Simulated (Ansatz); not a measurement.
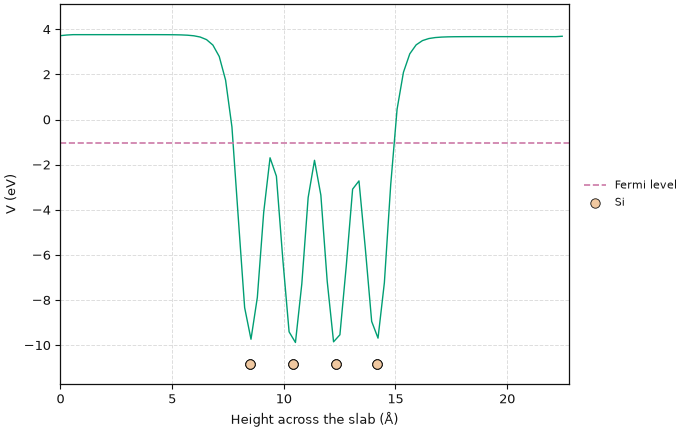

Plane-averaged electrostatic potential energy of an electron across the slab; circles at the bottom mark the heights of the atoms (positions after relaxation).

System: a (110) slab cut from Si (Fd-3m), 16 atoms in the cell. Starting structure of the relaxation:

```yaml
crystal:
  lattice:
    - [7.66719, 0.00000, 0.00000]
    - [0.00000, 5.42152, 0.00000]
    - [0.00000, 0.00000, 22.75039]
  atoms:
    - { symbol: Si, position: [0.25000, 0.00000, 0.37362] }
    - { symbol: Si, position: [0.75000, 0.00000, 0.37362] }
    - { symbol: Si, position: [0.50000, 0.25000, 0.37362] }
    - { symbol: Si, position: [0.00000, 0.25000, 0.37362] }
    - { symbol: Si, position: [0.50000, 0.50000, 0.45787] }
    - { symbol: Si, position: [0.00000, 0.50000, 0.45787] }
    - { symbol: Si, position: [0.75000, 0.75000, 0.45787] }
    - { symbol: Si, position: [0.25000, 0.75000, 0.45787] }
    - { symbol: Si, position: [0.75000, 0.00000, 0.54213] }
    - { symbol: Si, position: [0.25000, 0.00000, 0.54213] }
    - { symbol: Si, position: [0.00000, 0.25000, 0.54213] }
    - { symbol: Si, position: [0.50000, 0.25000, 0.54213] }
    - { symbol: Si, position: [0.00000, 0.50000, 0.62638] }
    - { symbol: Si, position: [0.50000, 0.50000, 0.62638] }
    - { symbol: Si, position: [0.25000, 0.75000, 0.62638] }
    - { symbol: Si, position: [0.75000, 0.75000, 0.62638] }
```

Ansatz 0.2.0; DFT PBE+D3(BJ), scalar-relativistic, plane waves, PAW, no spin polarisation, 4×6×1 k mesh, 420 eV cutoff, Gaussian smearing of 0.05 eV.

What is the work function?

The work function is 4.73 eV at the right face and 4.82 eV at the left.

Do the two faces differ, and what does that say about the slab's dipole?

The vacuum levels differ by 0.09 eV, so the slab carries a dipole along its normal. Some atoms were held fixed in the relaxation, which can itself make the faces differ.
